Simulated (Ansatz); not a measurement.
**Sn8S15 (charge +2): geometry relaxation (part 1 of 3)**

The run: geometry relaxation of Sn8S15 (defect cell, 23 atoms in the cell, total charge +2). Method and program: DFT PBE+D3(BJ), scalar-relativistic, plane waves, PAW, no spin polarisation (Ansatz 0.2.0).

The structure derives from a Materials Project entry. It belongs to a series of runs on one base structure; here: S vacancy (site b), charge +2, atoms relaxed at the host's cell.

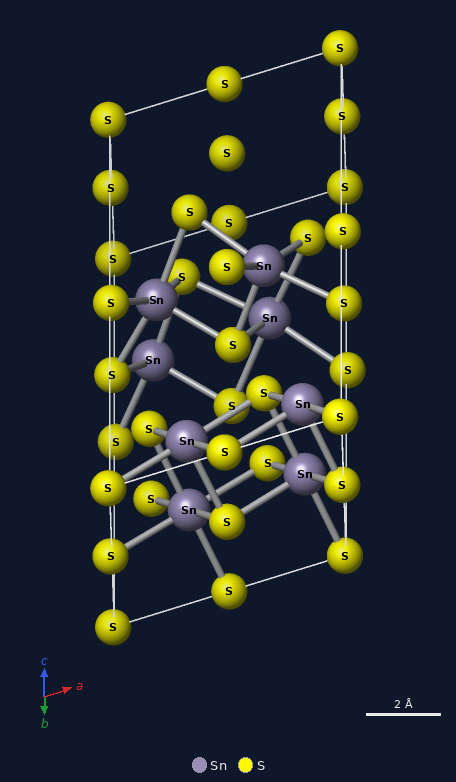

**Figure 1.** The input geometry (ball-and-stick view of the cell of the calculation, seen at an oblique angle). An atom can appear more than once, as a periodic image. Near neighbours in the periodic cell (some may lie outside the picture): Sn has 5 S at 2.47 to 2.71 Å; Sn has 6 S at 2.55 to 2.66 Å; S has 3 Sn at 2.47 to 2.71 Å.

The input
```yaml
crystal:
  lattice:
    - [-3.6685056985, 6.3540382577, 0.0]
    - [-3.6685056986, -6.3540382577, 0.0]
    - [0.0, 0.0, 11.6526799943]
  atoms:
    - { symbol: Sn, position: [0.1951622141, 0.3591580769, 0.6071469052] }
    - { symbol: Sn, position: [0.6570783082, 0.3585113341, 0.6099940193] }
    - { symbol: Sn, position: [0.1705383539, 0.841982019, 0.6296340696] }
    - { symbol: Sn, position: [0.6740177258, 0.8409221007, 0.6464042541] }
    - { symbol: Sn, position: [0.8293508861, 0.1602335245, 0.1254131486] }
    - { symbol: Sn, position: [0.3294716733, 0.1603188279, 0.1225705758] }
    - { symbol: Sn, position: [0.828972499, 0.6595594097, 0.1244032923] }
    - { symbol: Sn, position: [0.3291760608, 0.6596278587, 0.1244149903] }
    - { symbol: S, position: [0.3410949175, 0.1832726663, 0.7498950861] }
    - { symbol: S, position: [0.8434842044, 0.6438449275, 0.7573524259] }
    - { symbol: S, position: [0.2996330745, 0.6434314259, 0.756976231] }
    - { symbol: S, position: [0.1647713745, 0.3262356342, 0.2509259687] }
    - { symbol: S, position: [0.6600447357, 0.3261988726, 0.250969015] }
    - { symbol: S, position: [0.1630820372, 0.8276413092, 0.2505436429] }
    - { symbol: S, position: [0.6640864853, 0.8296677847, 0.2503677164] }
    - { symbol: S, position: [0.4969118572, 0.4952075573, 0.9976439448] }
    - { symbol: S, position: [-0.0061457381, 0.4890879758, 0.9993013551] }
    - { symbol: S, position: [0.4961856519, 0.9925507426, 0.9965343945] }
    - { symbol: S, position: [-0.0051225902, 0.9925861634, 0.9965710441] }
    - { symbol: S, position: [0.506065759, 0.012879361, 0.505403614] }
    - { symbol: S, position: [0.0060127585, 0.0125995855, 0.5051739651] }
    - { symbol: S, position: [0.5215308015, 0.5429350167, 0.4909099191] }
    - { symbol: S, position: [0.0012719552, 0.5032036139, 0.4952337732] }
  host:
    lattice:
      - [3.6685056985, 0.0, 0.0]
      - [-1.8342528492, 3.1770191289, 0.0]
      - [0.0, 0.0, 11.6526799943]
    atoms:
      - { symbol: Sn, position: [0.3333333333, 0.6666666667, 0.6250803662] }
      - { symbol: Sn, position: [0.6666666667, 0.3333333333, 0.1250803662] }
      - { symbol: S, position: [0.6666666667, 0.3333333333, 0.7518804125] }
      - { symbol: S, position: [0.3333333333, 0.6666666667, 0.2518804125] }
      - { symbol: S, position: [0.0, 0.0, -0.0019587787] }
      - { symbol: S, position: [0.0, 0.0, 0.4980412213] }
total_charge: 2
basis:
  ecutwfc: 420
  xc_grid: 2
kpoints:
  mp_grid: { grid: [2, 2, 2], shift: [0.0, 0.0, 0.0] }
hamiltonian:
  xc: pbe
  dispersion: d3bj
scf:
  occupations: { method: gaussian, width: 0.01 }
output:
  forces: true
  stress: false
  eigenvalues: true
  charged_corrections:
    defect_position: [0.83333333, 0.16666667, 0.75188041]
    epsilon: [[18.9408, 0.0, 0.0], [0.0, 18.9408, 0.0], [0.0, 0.0, 7.1365]]
  write_density: true
  write_potential: true
  elf: true
  volumetric_format: npy
relax:
  adjacent_minimum: "off"
  f_tol: 0.025
  max_steps: 45
```

Launched with:
```bash
ansatz run input.yaml --threads 4 --pin off --max-ram 10240MiB --backend cpu --events-out ev --progress --plain --runs-dir out
```

What the program printed
```
Engine: ansatz 0.2.0, aarch64-unknown-linux-gnu
Pseudopotentials: kind: paw
Pseudopotential: Sn, paw, valence charge 14, recommended cutoff 420 eV (normal), Sn.paw.azcp
Pseudopotential: S, paw, valence charge 6, recommended cutoff 420 eV (normal), S.paw.azcp
Functional definition: PBE
  parameter kappa = 0.804
  parameter beta = 0.06672455060314922
  exchange = pbe_x(kappa = kappa, mu = beta*pi^2/3)
  correlation = pbe_c(beta = beta)
Crystal: 23 atoms, lattice volume = 543.244 Å³
Basis set: ecut = 420 eV, 10611 PW (Γ), exchange–correlation on 100×100×160 points (8 copies of the dense FFT grid, shifted against one another)
Bands: 123, of which v1, the nominal top of the filled ones, is band 100 counted from 1 (99 counted from 0)
Symmetry: 1 space group operations
Space group: P1 (ITA 1), of the structure as read, at distance tolerance 8.2e-5 Å
k-points: 8
Non-local potential: Sn, projectors of the file, l = 0: 2, l = 1: 2, l = 2: 2, l = 3: 2
Non-local potential: S, projectors of the file, l = 0: 2, l = 1: 2, l = 2: 2
PAW form: soft (Blöchl's): semilocal exchange-correlation on the pseudo side does not see the compensation charge
PAW one-centre angular grid: Sn, 590 points (default); XC on 64 Gauss nodes
PAW one-centre angular grid: S, 110 points (default); XC on 64 Gauss nodes
Initial density: superposition of atomic densities (neutral atoms scaled as one to the charged cell's electrons: chi_scale 0, normalization atom), corrected by the library's trained network
Initial wavefunctions: pseudopotential atomic-orbital guess
Functional: x = pbe(κ = 0.804, μ = 0.2195149727645171), c = pbe(β = 0.06672455060314922)
SCF iter   1: F=—  HF=-61753.709108 eV  |F-HF|=—  |Δ(HF+E_count)|=         —  Δρ=1.87e-2  dr2=5.51e0  ethr=1.77e-3  ⟨swp⟩=6.5  Hψ=4246  notcnv=0  defer=55
preconditioner: auto → Resta (q_TF=auto, 2.310 Å⁻¹)  ε∞=3.0  [insulator: Δε(μ)=0.410 eV  Ē_g=15.859 eV  σ=0.010 eV  W_gap=1.00  n_scr=110 (ndim 8)  ℏωp=22.5 eV  f_vac=0.044  D(μ)=0.00/eV (n_scr^D=0)  ε∞_Penn≈3.0]
SCF iter   2: F=—  HF=-61752.198086 eV  |F-HF|=—  |Δ(HF+E_count)|=    1.51e0  Δρ=6.25e-3  dr2=4.29e-1  ethr=1.77e-3  ⟨swp⟩=3.5  Hψ=1959  notcnv=0  defer=116
preconditioner: auto → LDOS  [insulator: Δε(μ)=0.121 eV  Ē_g=15.485 eV  σ=0.010 eV  W_gap=0.70  n_scr=110 (ndim 8)  ℏωp=22.5 eV  f_vac=0.044  D(μ)=44.77/eV (n_scr^D=536)  ε∞_Penn≈3.1  β→1.0]
SCF iter   3: F=—  HF=-61752.067457 eV  |F-HF|=—  |Δ(HF+E_count)|=   1.31e-1  Δρ=3.02e-3  dr2=1.37e-1  ethr=2.14e-4  ⟨swp⟩=3.0  Hψ=1785  notcnv=0  defer=116
SCF iter   4: F=—  HF=-61752.042378 eV  |F-HF|=—  |Δ(HF+E_count)|=   2.51e-2  Δρ=1.48e-3  dr2=4.47e-2  ethr=6.86e-5  ⟨swp⟩=3.0  Hψ=2052  notcnv=0  defer=116
SCF iter   5: F=—  HF=-61752.038282 eV  |F-HF|=—  |Δ(HF+E_count)|=   4.10e-3  Δρ=1.11e-3  dr2=2.96e-2  ethr=2.24e-5  ⟨swp⟩=2.8  Hψ=1825  notcnv=0  defer=116
SCF iter   6: F=—  HF=-61752.036990 eV  |F-HF|=—  |Δ(HF+E_count)|=   1.29e-3  Δρ=9.02e-4  dr2=1.89e-2  ethr=1.48e-5  ⟨swp⟩=2.0  Hψ=917  notcnv=0  defer=116
SCF iter   7: F=—  HF=-61752.036516 eV  |F-HF|=—  |Δ(HF+E_count)|=   4.74e-4  Δρ=7.36e-4  dr2=1.47e-2  ethr=9.46e-6  ⟨swp⟩=2.0  Hψ=905  notcnv=0  defer=116
SCF iter   8: F=—  HF=-61752.035994 eV  |F-HF|=—  |Δ(HF+E_count)|=   5.23e-4  Δρ=6.21e-4  dr2=1.09e-2  ethr=7.33e-6  ⟨swp⟩=1.0  Hψ=868  notcnv=0  defer=116
SCF iter   9: F=—  HF=-61752.035172 eV  |F-HF|=—  |Δ(HF+E_count)|=   8.22e-4  Δρ=4.83e-4  dr2=6.02e-3  ethr=5.44e-6  ⟨swp⟩=1.0  Hψ=868  notcnv=0  defer=116
SCF iter  10: F=—  HF=-61752.034527 eV  |F-HF|=—  |Δ(HF+E_count)|=   6.45e-4  Δρ=3.50e-4  dr2=2.06e-3  ethr=3.01e-6  ⟨swp⟩=2.0  Hψ=932  notcnv=0  defer=116
SCF iter  11: F=—  HF=-61752.034403 eV  |F-HF|=—  |Δ(HF+E_count)|=   1.24e-4  Δρ=2.47e-4  dr2=8.90e-4  ethr=1.03e-6  ⟨swp⟩=1.1  Hψ=869  notcnv=0  defer=116
SCF iter  12: F=—  HF=-61752.034333 eV  |F-HF|=—  |Δ(HF+E_count)|=   7.04e-5  Δρ=1.68e-4  dr2=3.72e-4  ethr=4.45e-7  ⟨swp⟩=2.0  Hψ=1107  notcnv=0  defer=116
SCF iter  13: F=—  HF=-61752.034302 eV  |F-HF|=—  |Δ(HF+E_count)|=   3.04e-5  Δρ=9.75e-5  dr2=1.51e-4  ethr=1.86e-7  ⟨swp⟩=2.1  Hψ=1217  notcnv=0  defer=116
SCF iter  14: F=—  HF=-61752.034297 eV  |F-HF|=—  |Δ(HF+E_count)|=   5.28e-6  Δρ=7.38e-5  dr2=9.20e-5  ethr=7.55e-8  ⟨swp⟩=2.0  Hψ=1105  notcnv=0  defer=116
SCF iter  15: F=—  HF=-61752.034291 eV  |F-HF|=—  |Δ(HF+E_count)|=   6.36e-6  Δρ=6.00e-5  dr2=6.07e-5  ethr=4.60e-8  ⟨swp⟩=2.0  Hψ=1155  notcnv=0  defer=116
SCF iter  16: F=—  HF=-61752.034285 eV  |F-HF|=—  |Δ(HF+E_count)|=   5.43e-6  Δρ=3.95e-5  dr2=2.58e-5  ethr=3.04e-8  ⟨swp⟩=1.0  Hψ=868  notcnv=0  defer=116
SCF iter  17: F=-61752.034273 eV  HF=-61752.034284 eV  |F-HF|=1.07e-5  |Δ(HF+E_count)|=   1.37e-6  Δρ=2.65e-5  dr2=1.21e-5  ethr=7.81e-9  ⟨swp⟩=21.0  Hψ=9558  notcnv=0
SCF 1 converged in 17 iterations: F = -61752.034273 eV  dr2 = 1.21e-5
  greatest PAW one-centre occupation: 0.993 electrons in one spin orbital (limit 2), on the Sn atom at site 2 (counted from 0), in its partial waves of l = 2
relax step   1: F+E_penalty+E_count = -61752.03427328 eV  Δ(F+E_penalty+E_count) = +0.000e0 eV  max|allowed force component| = 5.917e-1 eV/Å  Δτ_max = 0.0000 Å  (17 SCF iters, dr2 threshold 1.56e-5 eV, accepted)
Initial density: handed on by an earlier stage of this run
Initial wavefunctions: those handed on with the density
iter 1 solved again at ethr=2.67e-4 eV; its pass at ethr=3.10e-3 eV (dr2=5.34e-1 eV) is discarded
SCF iter   1: F=—  HF=-61752.416083 eV  |F-HF|=—  |Δ(HF+E_count)|=         —  Δρ=7.88e-3  dr2=5.37e-1  ethr=2.67e-4  ⟨swp⟩=1.1  Hψ=3934  notcnv=0  defer=114
preconditioner: auto → Resta (q_TF=auto, 2.310 Å⁻¹)  ε∞=3.1  [insulator: Δε(μ)=0.396 eV  Ē_g=15.374 eV  σ=0.010 eV  W_gap=1.00  n_scr=110 (ndim 8)  ℏωp=22.5 eV  f_vac=0.056  D(μ)=0.00/eV (n_scr^D=0)  ε∞_Penn≈3.1]
SCF iter   2: F=—  HF=-61752.272336 eV  |F-HF|=—  |Δ(HF+E_count)|=   1.44e-1  Δρ=3.11e-3  dr2=5.81e-2  ethr=2.67e-4  ⟨swp⟩=3.0  Hψ=1760  notcnv=0  defer=114
SCF iter   3: F=—  HF=-61752.259811 eV  |F-HF|=—  |Δ(HF+E_count)|=   1.25e-2  Δρ=1.23e-3  dr2=2.09e-2  ethr=2.91e-5  ⟨swp⟩=2.9  Hψ=2014  notcnv=0  defer=127
SCF iter   4: F=—  HF=-61752.257932 eV  |F-HF|=—  |Δ(HF+E_count)|=   1.88e-3  Δρ=6.11e-4  dr2=6.06e-3  ethr=1.04e-5  ⟨swp⟩=2.2  Hψ=1158  notcnv=0  defer=127
SCF iter   5: F=—  HF=-61752.257545 eV  |F-HF|=—  |Δ(HF+E_count)|=   3.87e-4  Δρ=2.73e-4  dr2=6.83e-4  ethr=3.03e-6  ⟨swp⟩=2.0  Hψ=1095  notcnv=0  defer=127
SCF iter   6: F=—  HF=-61752.257521 eV  |F-HF|=—  |Δ(HF+E_count)|=   2.48e-5  Δρ=8.32e-5  dr2=7.21e-5  ethr=3.41e-7  ⟨swp⟩=2.0  Hψ=1206  notcnv=0  defer=127
SCF iter   7: F=-61752.257539 eV  HF=-61752.257539 eV  |F-HF|=8.00e-7  |Δ(HF+E_count)|=   1.89e-5  Δρ=3.23e-5  dr2=1.25e-5  ethr=1.09e-8  ⟨swp⟩=19.2  Hψ=10730  notcnv=0
SCF 2 converged in 7 iterations: F = -61752.257539 eV  dr2 = 1.25e-5
  greatest PAW one-centre occupation: 0.993 electrons in one spin orbital (limit 2), on the Sn atom at site 1 (counted from 0), in its partial waves of l = 2
relax step   2: F+E_penalty+E_count = -61752.25753865 eV  Δ(F+E_penalty+E_count) = -2.233e-1 eV  max|allowed force component| = 4.741e-1 eV/Å  Δτ_max = 0.1949 Å  (7 SCF iters, dr2 threshold 2.19e-5 eV, accepted)
iter 1 solved again at ethr=1.45e-4 eV; its pass at ethr=3.10e-3 eV (dr2=2.90e-1 eV) is discarded
SCF iter   1: F=—  HF=-61752.462722 eV  |F-HF|=—  |Δ(HF+E_count)|=         —  Δρ=9.14e-3  dr2=2.98e-1  ethr=1.45e-4  ⟨swp⟩=2.0  Hψ=3783  notcnv=0  defer=118
preconditioner: auto → Resta (q_TF=auto, 2.310 Å⁻¹)  ε∞=3.2  [insulator: Δε(μ)=0.088 eV  Ē_g=15.341 eV  σ=0.010 eV  W_gap=1.00  n_scr=110 (ndim 8)  ℏωp=22.5 eV  f_vac=0.055  D(μ)=0.00/eV (n_scr^D=0)  ε∞_Penn≈3.2]
SCF iter   2: F=—  HF=-61752.365482 eV  |F-HF|=—  |Δ(HF+E_count)|=   9.72e-2  Δρ=3.68e-3  dr2=3.94e-2  ethr=1.45e-4  ⟨swp⟩=3.0  Hψ=1761  notcnv=0  defer=118
SCF iter   3: F=—  HF=-61752.357826 eV  |F-HF|=—  |Δ(HF+E_count)|=   7.66e-3  Δρ=1.20e-3  dr2=1.01e-2  ethr=1.97e-5  ⟨swp⟩=2.4  Hψ=1735  notcnv=0  defer=118
SCF iter   4: F=—  HF=-61752.357154 eV  |F-HF|=—  |Δ(HF+E_count)|=   6.72e-4  Δρ=4.74e-4  dr2=2.47e-3  ethr=5.05e-6  ⟨swp⟩=2.0  Hψ=1305  notcnv=0  defer=118
SCF iter   5: F=—  HF=-61752.357199 eV  |F-HF|=—  |Δ(HF+E_count)|=   4.51e-5  Δρ=2.01e-4  dr2=6.61e-4  ethr=1.23e-6  ⟨swp⟩=2.0  Hψ=1142  notcnv=0  defer=118
SCF iter   6: F=—  HF=-61752.357171 eV  |F-HF|=—  |Δ(HF+E_count)|=   2.75e-5  Δρ=6.69e-5  dr2=4.58e-5  ethr=3.30e-7  ⟨swp⟩=2.0  Hψ=1128  notcnv=0  defer=118
SCF iter   7: F=-61752.357196 eV  HF=-61752.357190 eV  |F-HF|=5.13e-6  |Δ(HF+E_count)|=   1.91e-5  Δρ=2.54e-5  dr2=6.14e-6  ethr=7.02e-9  ⟨swp⟩=19.6  Hψ=10373  notcnv=0
SCF 3 converged in 7 iterations: F = -61752.357196 eV  dr2 = 6.14e-6
  greatest PAW one-centre occupation: 0.993 electrons in one spin orbital (limit 2), on the Sn atom at site 3 (counted from 0), in its partial waves of l = 2
relax step   3: F+E_penalty+E_count = -61752.35719562 eV  Δ(F+E_penalty+E_count) = -9.966e-2 eV  max|allowed force component| = 1.226e-1 eV/Å  Δτ_max = 0.1975 Å  (7 SCF iters, dr2 threshold 1.40e-5 eV, accepted)
SCF iter   1: F=—  HF=-61752.372553 eV  |F-HF|=—  |Δ(HF+E_count)|=         —  Δρ=2.70e-3  dr2=2.28e-2  ethr=1.57e-4  ⟨swp⟩=3.8  Hψ=1866  notcnv=0  defer=133
preconditioner: auto → Resta (q_TF=auto, 2.310 Å⁻¹)  ε∞=3.2  [insulator: Δε(μ)=0.077 eV  Ē_g=15.333 eV  σ=0.010 eV  W_gap=1.00  n_scr=110 (ndim 8)  ℏωp=22.5 eV  f_vac=0.056  D(μ)=0.00/eV (n_scr^D=0)  ε∞_Penn≈3.2]
SCF iter   2: F=—  HF=-61752.366171 eV  |F-HF|=—  |Δ(HF+E_count)|=   6.38e-3  Δρ=1.24e-3  dr2=4.40e-3  ethr=1.14e-5  ⟨swp⟩=2.2  Hψ=1891  notcnv=0  defer=133
SCF iter   3: F=—  HF=-61752.365398 eV  |F-HF|=—  |Δ(HF+E_count)|=   7.73e-4  Δρ=2.68e-4  dr2=7.14e-4  ethr=2.20e-6  ⟨swp⟩=2.0  Hψ=1647  notcnv=0  defer=133
SCF iter   4: F=—  HF=-61752.365186 eV  |F-HF|=—  |Δ(HF+E_count)|=   2.12e-4  Δρ=1.38e-4  dr2=4.89e-4  ethr=3.57e-7  ⟨swp⟩=2.0  Hψ=1132  notcnv=0  defer=133
SCF iter   5: F=—  HF=-61752.365145 eV  |F-HF|=—  |Δ(HF+E_count)|=   4.10e-5  Δρ=5.85e-5  dr2=3.90e-5  ethr=2.45e-7  ⟨swp⟩=2.0  Hψ=1066  notcnv=0  defer=133
SCF iter   6: F=—  HF=-61752.365141 eV  |F-HF|=—  |Δ(HF+E_count)|=   3.60e-6  Δρ=1.75e-5  dr2=3.61e-6  ethr=1.95e-8  ⟨swp⟩=2.0  Hψ=1148  notcnv=0  defer=133
SCF iter   7: F=-61752.365142 eV  HF=-61752.365142 eV  |F-HF|=9.47e-8  |Δ(HF+E_count)|=   5.73e-7  Δρ=5.92e-6  dr2=3.04e-7  ethr=5.03e-10  ⟨swp⟩=18.1  Hψ=8648  notcnv=0
SCF 4 converged in 7 iterations: F = -61752.365142 eV  dr2 = 3.04e-7
  greatest PAW one-centre occupation: 0.993 electrons in one spin orbital (limit 2), on the Sn atom at site 0 (counted from 0), in its partial waves of l = 2
relax step   4: F+E_penalty+E_count = -61752.36514173 eV  Δ(F+E_penalty+E_count) = -7.946e-3 eV  max|allowed force component| = 4.746e-2 eV/Å  Δτ_max = 0.0685 Å  (7 SCF iters, dr2 threshold 1.01e-6 eV, accepted)
```
